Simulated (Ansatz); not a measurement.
# What a change does: single-point calculation on C

System: C (P4/mmm, 1 atom in the cell).
Method of run 1: DFT PBE, scalar-relativistic, plane waves, PAW, no spin polarisation (Ansatz 0.2.0).

The structure was made by a generator, so it may or may not be a known phase. Text and figures count atoms from 1; the logs count them from 0 in places.

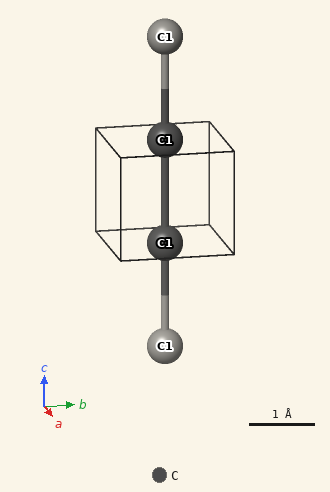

Fig. 1: The input geometry (ball-and-stick view of the cell of the calculation, seen slightly off an axis; neighbours outside the cell are drawn fainter; atoms are numbered from 1 in the order of the input). An atom can appear more than once, as a periodic image.

**Input file, run 1**
```yaml
crystal:
  lattice:
    - [1.80824103, 0.0, 0.0]
    - [0.0, 1.80824103, 0.0]
    - [0.0, 0.0, 1.66343387]
  atoms:
    - { symbol: C, position: [0.5, 0.5, 0.0] }
basis:
  ecutwfc: 420
kpoints:
  mp_grid: { grid: [10, 10, 10] }
hamiltonian:
  xc: pbe
scf:
  occupations: { method: gaussian, width: 0.1 }
  lower_state_search: "off"
output:
  forces: true
  stress: true
  eigenvalues: true
```

Launched with:
```bash
ansatz run input.yaml --threads 1 --pin off --max-ram 2560MiB --backend cpu --events-out ev --progress --plain --runs-dir out
```

Hardware: 1 thread of Intel Xeon @ 2.50GHz (Skylake/Cascade Lake), 189 GiB of memory available, shared host.

**Output, shortened to warnings, some set-up lines, iterations and results (run 1)**
```
Basis set: ecut = 420 eV, 97 PW (Γ), exchange–correlation on 30×30×24 points (8 copies of the dense FFT grid, shifted against one another)
Symmetry: 16 space group operations
k-points: 126 of 1000
Initial density: superposition of atomic densities (neutral atoms: chi_scale 0, normalization atom), corrected by the library's trained network
[...]
SCF iter   1: F=—  HF=-248.174153 eV  |F-HF|=—  |Δ(HF+E_count)|=         —  Δρ=9.02e-3  dr2=1.62e-3  ethr=1.77e-3  ⟨swp⟩=5.0  Hψ=5879  notcnv=0
SCF iter   2: F=—  HF=-248.174000 eV  |F-HF|=—  |Δ(HF+E_count)|=   1.53e-4  Δρ=3.99e-3  dr2=2.77e-4  ethr=4.04e-5  ⟨swp⟩=1.0  Hψ=1764  notcnv=0
SCF iter   3: F=—  HF=-248.174057 eV  |F-HF|=—  |Δ(HF+E_count)|=   5.74e-5  Δρ=3.63e-4  dr2=1.54e-6  ethr=6.93e-6  ⟨swp⟩=2.0  Hψ=968  notcnv=0
SCF iter   4: F=—  HF=-248.174062 eV  |F-HF|=—  |Δ(HF+E_count)|=   4.19e-6  Δρ=3.17e-5  dr2=2.32e-8  ethr=3.85e-8  ⟨swp⟩=2.0  Hψ=992  notcnv=0
SCF iter   5: F=-248.174062 eV  HF=-248.174062 eV  |F-HF|=1.57e-11  |Δ(HF+E_count)|=   3.73e-9  Δρ=1.00e-6  dr2=1.96e-11  ethr=5.81e-10  ⟨swp⟩=2.0  Hψ=964  notcnv=0
SCF iter   6: F=-248.174062 eV  HF=-248.174062 eV  |F-HF|=2.84e-14  |Δ(HF+E_count)|=  1.98e-11  Δρ=4.69e-8  dr2=4.54e-14  ethr=1.00e-12  ⟨swp⟩=1.2  Hψ=2226  notcnv=0
SCF 1 converged in 6 iterations: F = -248.174062 eV  dr2 = 4.54e-14
SCF converged after 6 iterations
Free energy (F): -248.174062 eV
Harris-Foulkes:  -248.174062 eV  (|F-HF|=2.84e-14)
Internal energy: -248.172007 eV  (E = F + TS)
E sigma→0 (E₀):  -248.173034 eV
Entropy (-TS):   -0.002055 eV (-2.055 meV/atom)
Fermi energy:    15.523869 eV
--- Per-component energies (eV) ---
  E_band       = 24.381224
  E_kinetic    = 88.426173
  E_local      = -37.460352  (includes V_loc(G=0)·N_el)
  E_nonlocal   = 26.797319
  E_hartree    = 5.981172
  E_xc         = -48.007480
  E_vxc        = -59.607669  (∫ρ·V_xc dr)
  E_paw        = -98.490838  (= ΣΔE_a)
  E_vpaw       = -5.736597  (= ΣTr[D̂ρ^β])
  E_aug_tail   = 0.000007  (compensation charges beyond the density's cutoff)
  E_ewald      = -185.418007
  E_smearing   = -0.002055  (= −TS)
  E_closure    = 0.000000  (closes the sum)
  Σ components = -248.174062   (vs F -248.174062, Δ=0.00e0)
--- Forces (eV/Å), atoms counted from 1 ---
  atom   1  C      0.00000000    -0.00000000     0.00000000
  max |Σ_I F_I| component: 1.97e-31 eV/Å
--- Stress (GPa, compression-positive) ---
       -6.769635       0.000000       0.000000
        0.000000      -6.769635       0.000000
        0.000000       0.000000      36.649216
  P = ⅓ Tr σ = 7.7033 GPa (77.033 kbar)
```

The input of run 2 differs as follows (lines with − go, lines with + come):
```diff
-    - { symbol: C, position: [0.5, 0.5, 0.0] }
+    - { symbol: C, position: [0.5, 0.5, 0.0], spin: 1.0 }
+  populations: true
+magnetization:
+  spin_polarized: true
```

How does run 2 compare with run 1?

The energy is the same within 0.01 meV per atom. With spin allowed, the absolute moment of the cell comes to 0.00 μB. The SCF takes 15 iterations against 6. The two runs start from different initial densities, which also moves the count.

**Output, shortened to warnings, some set-up lines, iterations and results (run 2)**
```
WARN: the starting moments were not kept: the SCF closed with an absolute magnetisation of 1.9e-8 μB, where they sum to 1 μB in size (1 site). That is at most 0.1 of that sum. Measured as dr2_m measures the in/out step, that magnetisation stands 3.0e-16 eV from none, at or under the dr2_threshold of 1.0e-7 eV: it is no larger than a step whose dr2_m would equal this threshold. The system may hold …
Basis set: ecut = 420 eV, 97 PW (Γ), exchange–correlation on 30×30×24 points (8 copies of the dense FFT grid, shifted against one another)
Symmetry: 16 space group operations
k-points: 126 of 1000
Initial density: superposition of atomic densities (chi_scale 0.1, normalization cell)
[...]
SCF iter   1: F=—  HF=-247.819867 eV  |F-HF|=—  |Δ(HF+E_count)|=         —  Δρ=9.45e-2 (↑7.98e-2 ↓9.45e-2)  dr2=1.18e-1  dr2_m=3.33e-1  M=0.180 μB ∫|m|=0.180 μB  β_m=0.30  …
SCF iter   2: F=—  HF=-247.967442 eV  |F-HF|=—  |Δ(HF+E_count)|=   1.48e-1  Δρ=7.14e-2 (↑6.14e-2 ↓7.14e-2)  dr2=5.21e-2  dr2_m=1.99e-1  M=0.127 μB ∫|m|=0.127 μB  β_m=0.30  …
SCF iter   3: F=—  HF=-248.061408 eV  |F-HF|=—  |Δ(HF+E_count)|=   9.40e-2  Δρ=4.83e-2 (↑4.83e-2 ↓4.73e-2)  dr2=6.85e-4  dr2_m=1.14e-1  M=0.093 μB ∫|m|=0.093 μB  β_m=0.30  …
SCF iter   4: F=—  HF=-248.111194 eV  |F-HF|=—  |Δ(HF+E_count)|=   4.98e-2  Δρ=3.69e-2 (↑3.69e-2 ↓3.65e-2)  dr2=2.19e-4  dr2_m=6.70e-2  M=0.065 μB ∫|m|=0.065 μB  β_m=0.30  …
SCF iter   5: F=—  HF=-248.139723 eV  |F-HF|=—  |Δ(HF+E_count)|=   2.85e-2  Δρ=2.78e-2 (↑2.78e-2 ↓2.78e-2)  dr2=1.10e-6  dr2_m=3.85e-2  M=0.046 μB ∫|m|=0.046 μB  β_m=0.30  …
[... 6 lines ...]
SCF iter  12: F=-248.174062 eV  HF=-248.174062 eV  |F-HF|=2.05e-8  |Δ(HF+E_count)|=   7.11e-7  Δρ=2.42e-5 (↑2.39e-5 ↓2.42e-5)  dr2=2.19e-11  dr2_m=2.87e-8  M=-0.000 μB …
SCF iter  13: F=-248.174062 eV  HF=-248.174062 eV  |F-HF|=5.11e-10  |Δ(HF+E_count)|=   3.92e-8  Δρ=3.85e-6 (↑3.80e-6 ↓3.85e-6)  dr2=6.98e-13  dr2_m=7.28e-10  M=-0.000 μB …
SCF iter  14: F=-248.174062 eV  HF=-248.174062 eV  |F-HF|=3.81e-12  |Δ(HF+E_count)|=  9.94e-10  Δρ=3.30e-7 (↑3.29e-7 ↓3.30e-7)  dr2=5.81e-15  dr2_m=5.41e-12  M=-0.000 μB …
SCF iter  15: F=-248.174062 eV  HF=-248.174062 eV  |F-HF|=8.53e-14  |Δ(HF+E_count)|=  7.53e-12  Δρ=4.99e-9 (↑3.47e-9 ↓4.99e-9)  dr2=1.89e-16  dr2_m=8.43e-16  M=-0.000 μB …
SCF 1 converged in 15 iterations: F = -248.174062 eV  dr2 = 1.89e-16
SCF converged after 15 iterations
Magnetization: -0.0000 μB (2.0000 up, 2.0000 down)
Absolute magnetization: 0.0000 μB (∫|ρ↑−ρ↓|)
Spin contamination: 0.0000 ħ² per cell (⟨S²⟩ above its minimum at these occupations)
Per-site moments (μB) at R_I (Å): [(-1.2286159539312292e-8, 0.686166471375)]
Free energy (F): -248.174062 eV
Harris-Foulkes:  -248.174062 eV  (|F-HF|=8.53e-14)
Internal energy: -248.172007 eV  (E = F + TS)
E sigma→0 (E₀):  -248.173034 eV
Entropy (-TS):   -0.002055 eV (-2.055 meV/atom)
Fermi energy:    15.523869 eV
--- Per-component energies (eV) ---
  E_band       = 24.381225
  E_kinetic    = 88.426173
  E_local      = -37.460351  (includes V_loc(G=0)·N_el)
  E_nonlocal   = 26.797319
  E_hartree    = 5.981172
  E_xc         = -48.007480
  E_vxc        = -59.607669  (∫ρ·V_xc dr)
  E_paw        = -98.490838  (= ΣΔE_a)
  E_vpaw       = -5.736597  (= ΣTr[D̂ρ^β])
  E_aug_tail   = 0.000007  (compensation charges beyond the density's cutoff)
  E_ewald      = -185.418007
  E_smearing   = -0.002055  (= −TS)
  E_closure    = 0.000000  (closes the sum)
  Σ components = -248.174062   (vs F -248.174062, Δ=0.00e0)
--- Forces (eV/Å), atoms counted from 1 ---
  atom   1  C      0.00000000     0.00000000     0.00000000
  max |Σ_I F_I| component: 0.00e0 eV/Å
--- Stress (GPa, compression-positive) ---
       -6.769635       0.000000       0.000000
        0.000000      -6.769635       0.000000
        0.000000       0.000000      36.649222
  P = ⅓ Tr σ = 7.7033 GPa (77.033 kbar)
--- Löwdin populations: 1 site ---
  site symbol       q [e]    m [muB]
     0      C      3.9856    -0.0000
  spilling = 0.003603 (of n_electrons = 4.000000)
```

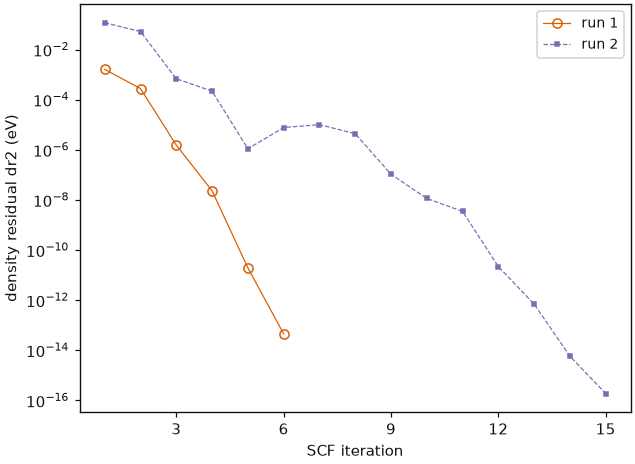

Fig. 2: Convergence of the two runs: density residual dr2 against the SCF iteration. Run 1 takes 6 iterations in all, and run 2 takes 15.

**The two runs side by side**

```csv
quantity,run 1,run 2
outcome,converged,converged
free energy per atom (eV),−248.1741,−248.1741
"energy per atom, smearing taken to zero (eV)",−248.1730,−248.1730
gap on the mesh (eV),0.00,0.00
pressure (GPa),7.70,7.70
largest force (eV/Å),0.000,0.000
SCF iterations,6,15
irreducible k-points,126,126
plane waves at Γ,97,97
net moment of the cell (μB),–,0.00
absolute moment of the cell (μB),–,0.00
wall time (shared host),1.2 s,4.4 s
```

For run 2: Warnings: some starting moments were not kept.
